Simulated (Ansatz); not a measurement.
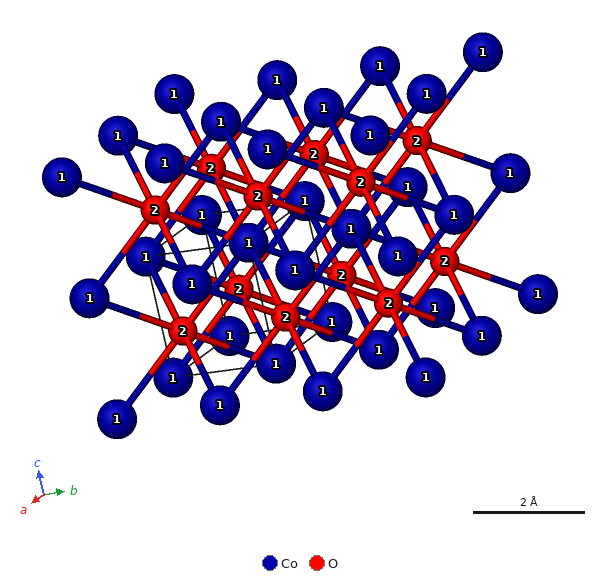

Figure 1. The input geometry (ball-and-stick view of the cell of the calculation, repeated 2 × 3 × 2, seen slightly off an axis; atoms are numbered from 1 in the order of the input). Near neighbours in the crystal (not all of them lie inside the picture): Co has 6 O at 2.16 Å; O has 6 Co at 2.16 Å.

# Run report: CoO, band-structure calculation

- system: CoO (R-3m, 2 atoms in the cell)
- method: DFT PBE+U, scalar-relativistic, plane waves, PAW, Ueff = 3.32 eV on Co d, spin-polarised (Ansatz 0.2.0)

The structure derives from a Materials Project entry. Figures and captions count atoms from 1; the log counts them from 0 in places.

## What the program printed
```
Co: projections on atomic orbitals take those of the free atom [Ne] 3s2 3p6 3d7 4s2, of charge +0.00 (hamiltonian.pseudopotentials.projection_atoms); the dataset's partial waves leave at most 1.4e-6 of an orbital's norm unspanned inside its sphere
O: projections on atomic orbitals take those of the free atom [He] 2s2 2p4, of charge +0.00 (hamiltonian.pseudopotentials.projection_atoms); the dataset's partial waves leave at most 1.9e-8 of an orbital's norm unspanned inside its sphere
scf.n_extra_bands = 6 over 12 filled bands (N_el = 23.0): the run solves 18 bands
Engine: ansatz 0.2.0, aarch64-unknown-linux-gnu
Pseudopotentials: kind: paw
Pseudopotential: Co, paw, valence charge 17, recommended cutoff 420 eV (normal), Co.paw.azcp
Pseudopotential: O, paw, valence charge 6, recommended cutoff 420 eV (normal), O.paw.azcp
Functional definition: PBE
  parameter kappa = 0.804
  parameter beta = 0.06672455060314922
  exchange = pbe_x(kappa = kappa, mu = beta*pi^2/3)
  correlation = pbe_c(beta = beta)
Crystal: 2 atoms, lattice volume = 20.235 Å³
Basis set: ecut = 420 eV, 399 PW (Γ), exchange–correlation on 48×48×48 points (8 copies of the dense FFT grid, shifted against one another)
Bands: 18, of which v1, the nominal top of the filled ones, is band 12 counted from 1 (11 counted from 0)
Symmetry: 12 space group operations
Space group: R-3m (ITA 166), of the structure as read, at distance tolerance 2.7e-5 Å
Magnetic group: BNS 166.97 (UNI 1327), of the structure as read, at distance tolerance 2.7e-5 Å
k-points: 189 of 1728
Non-local potential: Co, projectors of the file, l = 0: 3, l = 1: 2, l = 2: 3, l = 3: 1
Non-local potential: O, projectors of the file, l = 0: 2, l = 1: 2, l = 2: 1
PAW form: soft (Blöchl's): semilocal exchange-correlation on the pseudo side does not see the compensation charge
PAW one-centre angular grid: Co, 590 points (default); XC on 64 Gauss nodes
PAW one-centre angular grid: O, 110 points (default); XC on 64 Gauss nodes
Initial density: read from a saved state, or passed on in memory by an earlier SCF of this step, an earlier step, the calling program or the single point that the run made first
Stability of the state it starts from, as read at its close in the collinear treatment: not read negative (Ritz values of 1 − χ₀K, real part plus size of imaginary part, from 0.42 to 2.2, by its mixing steps under the symmetry group of the SCF that read it); its run was given moments
Starting moments: Σ|m| = 3.12 μB on 2 of 2 sites; this step starts from the density that it was given
Initial wavefunctions: pseudopotential atomic-orbital guess
Functional: x = pbe(κ = 0.804, μ = 0.2195149727645171), c = pbe(β = 0.06672455060314922)
iter 1 solved again at ethr=7.73e-9 eV; its pass at ethr=3.10e-3 eV (dr2=1.78e-6 eV) is discarded
SCF iter   1: F=—  HF=-5691.416611 eV  |F-HF|=—  |Δ(HF+E_count)|=         —  Δρ=3.98e-7 (↑1.21e-7 ↓3.98e-7)  dr2=1.94e-11  dr2_m=9.93e-12  M=3.000 μB ∫|m|=3.007 μB  β_m=0.30  ethr=7.73e-9  ⟨swp⟩=3.9  Hψ=51399  notcnv=0
eigensolver tolerance schedule: the retry pair's looser diagonalisation over-reported the residual by 91855.76 of it (diagonalisation noise at 0.30 of the residual, at the tolerance the schedule requests for it); recorded, not acted on — ethr = c·dr2/N_el stays at c = 1.0e-1
preconditioner: auto → none  [insulator: Δε(μ)=1.168 eV  Ē_g=15.987 eV  σ=0.020 eV  W_gap=1.00  n_scr=8 (ndim 8)  ℏωp=32.0 eV  f_vac=0.000  D(μ)=0.00/eV (n_scr^D=0)  ε∞_Penn≈5.0]
SCF iter   2: F=-5691.416611 eV  HF=-5691.416611 eV  |F-HF|=1.27e-11  |Δ(HF+E_count)|=   1.36e-9  Δρ=1.66e-7 (↑1.66e-7 ↓1.23e-7)  dr2=1.21e-11  dr2_m=4.28e-13  M=3.000 μB ∫|m|=3.007 μB  ethr=1.00e-12  ⟨swp⟩=7.3  Hψ=32932  notcnv=0
SCF 1 converged in 2 iterations: F = -5691.416611 eV  dr2 = 1.21e-11
  greatest PAW one-centre occupation: 1.004 electrons in one spin orbital (limit 2), on the Co atom at site 0 (counted from 0), in its partial waves of l = 1
Symmetry: 4 space group operations
k-points: 476 of 1728
Initial wavefunctions: those read from a saved state, or passed on in memory by an earlier step or the calling program
iter 1 solved again at ethr=1.00e-12 eV; its pass at ethr=4.35e-6 eV (dr2=1.21e-11 eV) is discarded
SCF iter   1: F=—  HF=-5691.416611 eV  |F-HF|=—  |Δ(HF+E_count)|=         —  Δρ=1.66e-7 (↑1.66e-7 ↓1.23e-7)  dr2=1.21e-11  dr2_m=4.28e-13  M=3.000 μB ∫|m|=3.007 μB  ethr=1.00e-12  ⟨swp⟩=1.0  Hψ=103166  notcnv=0
SCF iter   2: F=—  HF=-5691.416610 eV  |F-HF|=—  |Δ(HF+E_count)|=   7.55e-7  Δρ=9.01e-5 (↑7.09e-5 ↓9.01e-5)  dr2=2.20e-6  dr2_m=1.78e-7  M=3.000 μB ∫|m|=3.007 μB  ethr=4.35e-6  ⟨swp⟩=1.0  Hψ=71325  notcnv=0
SCF iter   3: F=—  HF=-5691.416611 eV  |F-HF|=—  |Δ(HF+E_count)|=   7.75e-7  Δρ=1.52e-5 (↑1.12e-5 ↓1.52e-5)  dr2=8.62e-8  dr2_m=1.24e-9  M=3.000 μB ∫|m|=3.007 μB  ethr=4.35e-10  ⟨swp⟩=1.6  Hψ=41710  notcnv=0
SCF iter   4: F=-5691.416611 eV  HF=-5691.416611 eV  |F-HF|=1.49e-9  |Δ(HF+E_count)|=   2.05e-8  Δρ=2.10e-6 (↑2.08e-6 ↓2.10e-6)  dr2=1.69e-9  dr2_m=4.55e-11  M=3.000 μB ∫|m|=3.007 μB  ethr=4.35e-10  ⟨swp⟩=1.0  Hψ=38080  notcnv=0
an SCF along what the orbitals of the run's state read of its open shells (or to have them read: on a GPU, or by another smearing), with 8 of the crystal's symmetry operations given up (476 k-points in place of 189), reached no lower state that the run goes on to. This is no proof of a minimum
NSCF: frozen V_eff on 101 k-points
NSCF: frozen V_eff on 580 k-points
SCF converged after 2 iterations
Magnetization: 3.0000 μB (13.0000 up, 10.0000 down)
Absolute magnetization: 3.0056 μB (∫|ρ↑−ρ↓|, with the PAW one-centre terms)
Spin contamination: 0.0033 ħ² per cell (⟨S²⟩ above its minimum at these occupations)
Per-site moments (μB) at R_I (Å): [(2.6163756600315247, 0.8922164821862116), (0.22141928340981512, 0.8922164821862116)]
Free energy (F): -5691.416611 eV
Harris-Foulkes:  -5691.416611 eV  (|F-HF|=1.27e-11)
Internal energy: -5691.416611 eV  (E = F + TS)
E sigma→0 (E₀):  -5691.416611 eV
Fermi energy:    13.136726 eV
--- Per-component energies (eV) ---
  E_band       = -335.270744
  E_kinetic    = 615.536947
  E_local      = -3500.438513  (includes V_loc(G=0)·N_el)
  E_nonlocal   = 514.401852
  E_hartree    = 1433.878449
  E_xc         = -228.301538
  E_vxc        = -293.306789  (∫ρ·V_xc dr)
  E_hubbard    = 0.492633  (on-site DFT+U / exact-exchange correction)
  E_vhub       = -11.086179  (the Hubbard potential's part of the band-sum identity)
  E_paw        = -1676.837289  (= ΣΔE_a)
  E_vpaw       = -528.137485  (= ΣTr[D̂ρ^β])
  E_aug_tail   = 0.002418  (compensation charges beyond the density's cutoff)
  E_ewald      = -2850.151571
  E_smearing   = -0.000000  (= −TS)
  E_closure    = 0.000000  (closes the sum)
  Σ components = -5691.416611   (vs F -5691.416611, Δ=0.00e0)
--- Forces (eV/Å), atoms counted from 1 ---
  atom   1  Co    -0.00000000     0.00000000    -0.00000000
  atom   2  O     -0.00000000    -0.00000000    -0.00000000
  max |Σ_I F_I| component: 1.26e-29 eV/Å
--- Stress (GPa, compression-positive) ---
        0.040030       0.000000      -0.000000
        0.000000       0.040030      -0.000000
       -0.000000      -0.000000       0.018707
  P = ⅓ Tr σ = 0.0329 GPa (0.329 kbar)
--- Band table (eV; the first three rows and the last of 378) ---
  k-point 0 ↑: bands = ["-84.1592", "-47.9055", "-47.1713", "-47.1713", "-6.5226", "7.2630", "7.8508", "7.8508", "8.4915", "8.4915", "10.3884", "10.3884", "10.4199", "13.7206", "29.4697", "30.5925", "30.5925", "30.6225"]
  k-point 1 ↑: bands = ["-84.1590", "-47.9060", "-47.1731", "-47.1715", "-6.4542", "7.2560", "7.6971", "7.7036", "8.3551", "8.4896", "10.0471", "10.6125", "10.6130", "14.2651", "27.9512", "30.3121", "30.3200", "31.2668"]
  k-point 2 ↑: bands = ["-84.1587", "-47.9074", "-47.1779", "-47.1722", "-6.2612", "7.1022", "7.3162", "7.4137", "7.9102", "8.5650", "9.6760", "11.0649", "11.1093", "15.3698", "25.9373", "29.3203", "29.3382", "31.5976"]
  k-point 188 ↓: bands = ["-80.8757", "-44.4197", "-44.1211", "-44.1211", "-4.9352", "6.1552", "9.0791", "9.0791", "10.8514", "10.8514", "15.0160", "16.6152", "16.6152", "18.1919", "22.9974", "26.3058", "26.3058", "33.4632"]
Occupation matrices written to [file]
--- Löwdin populations: 2 sites ---
  site symbol       q [e]    m [muB]
     0     Co     15.7984     2.7134
     1      O      7.0725     0.2811
  spilling = 0.005612 (of n_electrons = 23.000000)
--- Bader charges: 2 sites ---
  site symbol  charge [e]  shift [e]    m [muB]
     0     Co      1.3026     0.0037     2.7356
     1      O     -1.3026     0.0037     0.2644
  estimated error of the sums over rays = 3.2e-4 e
```

## File bader_charges.tsv
```
# site	symbol	x_ang	y_ang	z_ang	partial_charge_e	electrons	volume_ang3	relative_density_drop	shared_charge_e	partial_wave_shift_e	spin_moment_mub
# quadrature_error_electrons = 3.2e-4
0	Co	0.0000	0.0000	0.0000	1.30256	25.69744	9.28	-	1.30256	0.00374	2.73564
1	O	0.0000	0.0000	3.7103	-1.30256	9.30256	10.96	-	-1.30256	0.00374	0.26436
```

## File populations.tsv
```
# site	symbol	l	j	q_up	q_dn
# orbitals = lowdin
# n_electrons = 23.000000
# spilling = 0.005612
# projection_atom_Co: [Ne] 3s2 3p6 3d7 4s2
# projection_atom_O: [He] 2s2 2p4
0	Co	0_3S	-	0.996771	0.996938
0	Co	0_4S	-	0.269197	0.244566
0	Co	1_3P	-	2.999274	2.998902
0	Co	2_3D	-	4.990657	2.302111
1	O	0_2S	-	0.943340	0.909055
1	O	1_2P	-	2.733469	2.486651
```

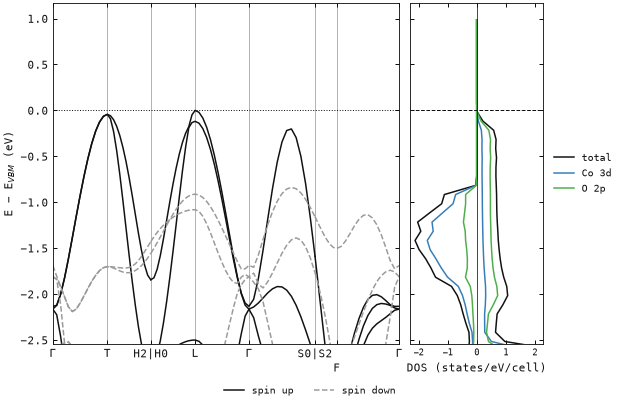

Figure 2. Band structure along Γ–T–H2|H0–L–Γ–S0|S2–F–Γ and density of states (projected on Löwdin-orthogonalised atomic shells), with energies from the valence-band top. There is a gap of 1.17 eV on this path, indirect, from L to Γ.

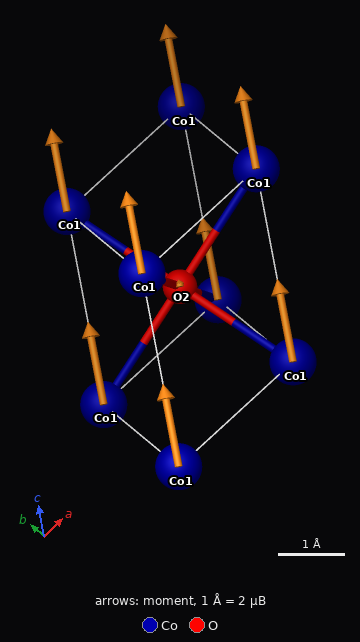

Figure 3. Magnetic moments of the sites as orange arrows (ball-and-stick view of the cell of the calculation, seen slightly off an axis; atoms are numbered from 1 in the order of the input); small moments hardly show. The run is collinear, so the axis drawn is arbitrary. Site moments: Co1 (2.62 μB); O2 (0.22 μB). They are counted near the atoms and needn't add up to the moment of the cell.

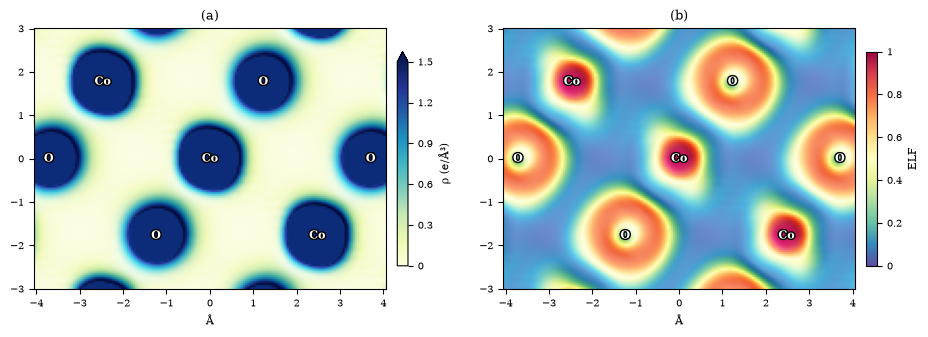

Figure 4. (a) valence pseudo-density; (b) ELF on the (110) plane of the conventional cell. The plane passes through Co and O nuclei. Co–O (2.16 Å): ρ is about 0.39 e/Å³ halfway; the ELF is about 0.15 at the midpoint. Away from the nuclei the density in this plane falls to 0.07 e/Å³ at its lowest. The strong features right at Co lie inside the PAW spheres (semicore, d or f shells) and say nothing about bonding. In a PAW calculation such maps are meaningful between the atoms, not at the nuclei.

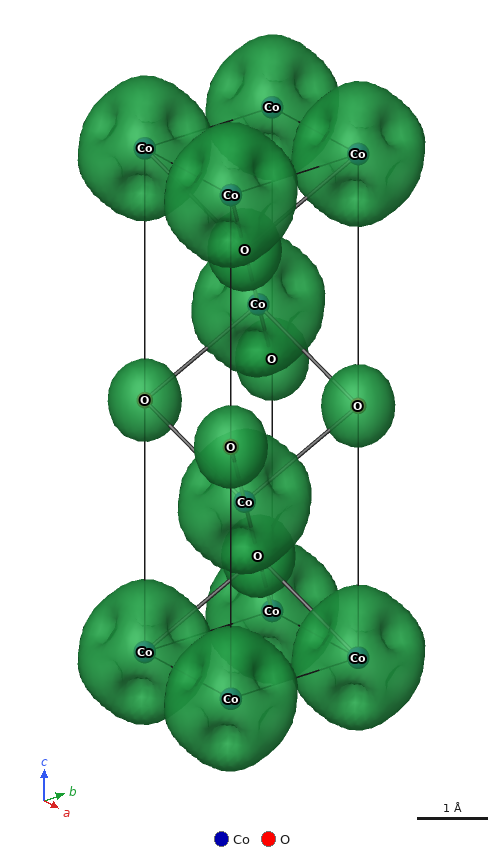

Figure 5. Isosurface of the spin density (up minus down) at +0.1 e/Å³ (green), seen slightly off an axis. Sticks mark near contacts. The outline is the cell set on symmetry axes. The cell of the calculation (2 atoms) carries 3.0 μB net.

The run was set up as follows.

## Input file
```yaml
crystal:
  lattice:
    - [1.5367478308, 0.8872417738, 2.4735049807]
    - [-1.5367478308, 0.8872417738, 2.4735049807]
    - [0.0, -1.7744835476, 2.4735049807]
  atoms:
    - { symbol: Co, position: [0.0, 0.0, 0.0], spin: 2.88 }
    - { symbol: O, position: [0.5, 0.5, 0.5], spin: 0.24 }
basis:
  ecutwfc: 420
kpoints:
  mp_grid: { grid: [12, 12, 12] }
  band_path:
    path:
      - [[0.0, 0.0, 0.0], [0.5, 0.5, 0.5], [0.74755707, 0.25244293, 0.5]]
      - [[0.5, -0.25244293, 0.25244293], [0.5, 0.0, 0.0], [0.0, 0.0, 0.0], [0.37622147, -0.37622147, 0.0]]
      - [[0.62377853, 0.0, 0.37622147], [0.5, 0.0, 0.5], [0.0, 0.0, 0.0]]
    npoints: 14
hamiltonian:
  xc: pbe
  hubbard: { sites: [{ species: Co, l: d, u_eff: 3.32 }] }
scf:
  occupations: { method: gaussian, width: 0.02 }
  n_extra_bands: 6
output:
  forces: true
  stress: true
  eigenvalues: true
  populations: true
  dos: { projected: true, de: 0.02, nscf_kmesh: { grid: [18, 18, 18] } }
  bader: true
  write_density: true
  write_potential: true
  elf: true
  volumetric_format: npy
magnetization:
  spin_polarized: true
checkpoint:
  read: start.run
  write: ck
  compress: false
  write_wavefunctions: false
  write_every: 100000
```

Command:
```bash
ansatz run input.yaml --threads 1 --pin off --max-ram 2560MiB --backend cpu --events-out ev --progress --plain --runs-dir out
```

## Summary

- outcome: converged
- space group (tolerance 0.01 Å): R-3m (166)
- electrons treated: 23
- free energy: −5691.4166 eV
- Fermi energy: 13.137 eV
- gap on the k-point mesh: 1.17 eV
- gap on the band path: 1.17 eV
- net moment of the cell: 3.00 μB
- integrated absolute moment: 3.01 μB
- pressure: 0.03 GPa
- largest force (length of the vector): under 0.001 eV/Å
- hardware: 1 thread of Arm Neoverse V2, 128 GiB of memory available, shared host
- wall time: 98 s
- peak memory: 1.2 GiB

The electronic state found may not be the lowest one. Gaps of Fe, Co and Ni magnets come out somewhat low on these PAW datasets.
